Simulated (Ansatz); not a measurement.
**TiO2: density, localisation and related maps**

Input file:

```
crystal:
  lattice:
    - [4.5302327528, 0.0, 0.0]
    - [0.0, 5.4958847246, 0.0]
    - [0.0, 0.0, 4.8783083372]
  atoms:
    - { symbol: Ti, position: [0.5, 0.6756963506, 0.75] }
    - { symbol: Ti, position: [0.0, 0.8243036494, 0.25] }
    - { symbol: Ti, position: [0.5, 0.3243036494, 0.25] }
    - { symbol: Ti, position: [0.0, 0.1756963506, 0.75] }
    - { symbol: O, position: [0.7288992873, 0.618227847, 0.0808569857] }
    - { symbol: O, position: [0.2288992873, 0.881772153, 0.9191430143] }
    - { symbol: O, position: [0.7711007127, 0.881772153, 0.5808569857] }
    - { symbol: O, position: [0.2711007127, 0.618227847, 0.4191430143] }
    - { symbol: O, position: [0.7288992873, 0.381772153, 0.5808569857] }
    - { symbol: O, position: [0.2288992873, 0.118227847, 0.4191430143] }
    - { symbol: O, position: [0.7711007127, 0.118227847, 0.0808569857] }
    - { symbol: O, position: [0.2711007127, 0.381772153, 0.9191430143] }
basis:
  ecutwfc: 500
kpoints:
  mp_grid: { grid: [6, 4, 6] }
hamiltonian:
  xc: r2scan
scf:
  occupations: { method: gaussian, width: 0.02 }
output:
  forces: true
  stress: true
  eigenvalues: true
  write_density: true
  write_potential: true
  elf: true
  volumetric_format: npy
relax:
  adjacent_minimum: "off"
  f_tol: 0.008
  max_steps: 50
  cell: { stress_tol: 0.08, p_target: 1.0 }
```

Command:

```sh
ansatz run input.yaml --threads 2 --pin off --max-ram 5120MiB --backend cpu --events-out ev --progress --plain --runs-dir out
```

Below, planes, directions and counts refer to the conventional cell (a = 4.54 Å, b = 5.50 Å, c = 4.89 Å, α = 90.00°, β = 90.00°, γ = 90.00°).

The fields are those of the run's last geometry, not of the input's.

Space group Pbcn; a structure from a database of computed crystals, not necessarily the ambient phase; computed without spin polarisation.

Level of theory: DFT r2SCAN, scalar-relativistic, plane waves, PAW (Ansatz).

In a PAW calculation such maps are meaningful between the atoms, not at the nuclei.

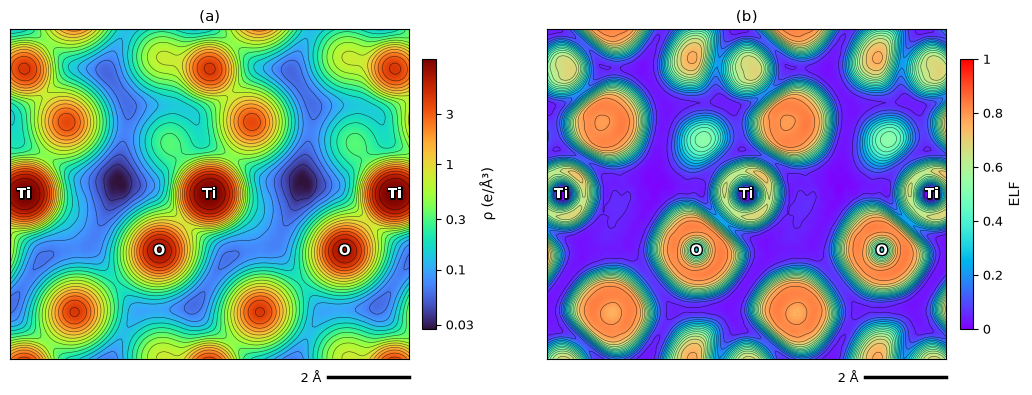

Figure 1. (a) valence electron density; (b) ELF on the (011) plane of the conventional cell.

Read the bonding off the picture.

- The plane passes through Ti and O nuclei.
- Atoms just off the plane (Ti, 0.5 Å away and O, 0.4 Å away) can leave unmarked features too.
- Ti–O (1.87 Å): ρ is about 0.89 e/Å³ halfway; the ELF peaks at about 0.80 in the valence shell of O, 0.6 Å from its nucleus, and is about 0.25 at the midpoint: no shared electron pair shows on this line.
- Between the atoms the lowest density in this plane is 0.03 e/Å³.
- The features right at Ti lie inside the PAW spheres, where the map follows smoothed inner orbitals and isn't to be read closely.

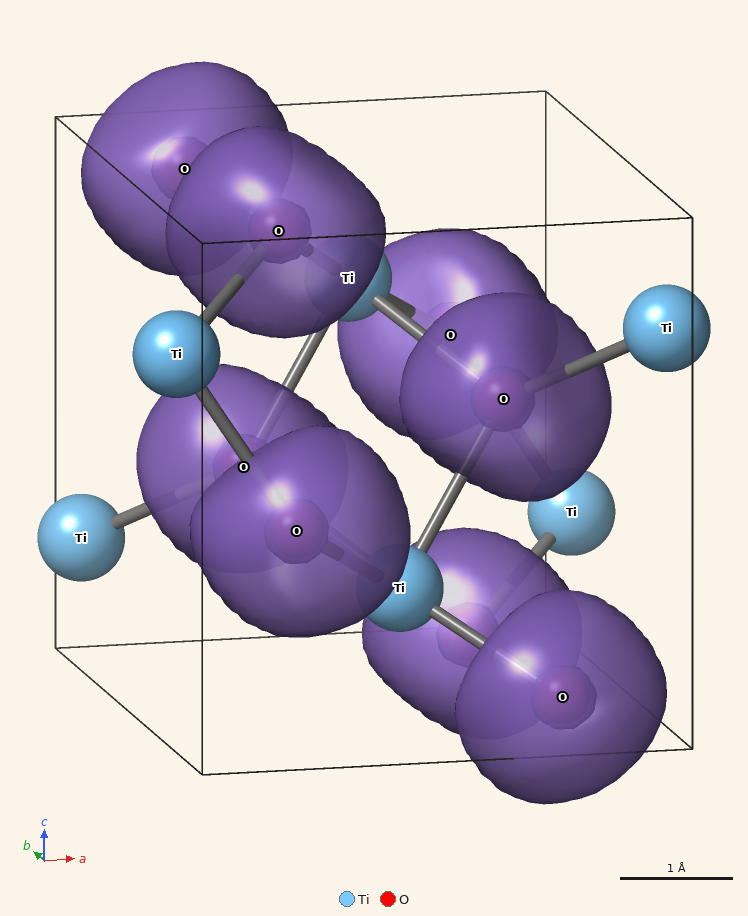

Figure 2. Isosurface of the ELF at 0.6 (purple), seen slightly off an axis. Core shells and regions of very low density are left out. Sticks mark near contacts.

Where are the electrons localised?

At this value the surface marks out eight regions wrapped around O (the valence shell of each), counted in one cell of 12 atoms. Regions shared between cells count once. Profiles from the grid: Ti–O (1.95 Å): the ELF peaks at about 0.85 in the valence shell of O, 0.6 Å from its nucleus, and is about 0.20 at the midpoint; no localised pair shows between them.

Does the calculation give a band gap?

It is gapped, with a Kohn–Sham gap of 3.1 eV on the k-point mesh, an upper bound to the gap of this method.
